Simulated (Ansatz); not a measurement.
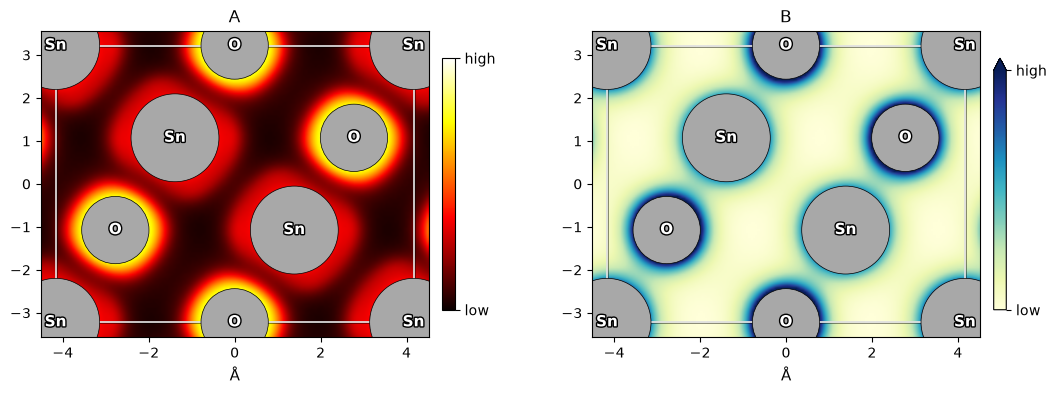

SnO: 2 fields on the (110) plane of the conventional cell, with unlabelled colour scales. Grey discs cover the atomic cores.

Space group R-3m; started from the rocksalt prototype, which need not be the ambient phase; changed on purpose from its base cell (epitaxial 111 strain +3.6%); computed pressure about −2 GPa in this cell.

Theory: DFT, r2SCAN, plane waves, PAW in Ansatz.

**Which field does each panel show? The fields are: electron localisation function and valence pseudo-density.**

Panel A: electron localisation function. Panel B: valence pseudo-density. From the grid: Sn–O (2.56 Å): the density is about 0.26 e/Å³ at the midpoint; the ELF is about 0.20 at the midpoint: no shared electron pair shows on this line.
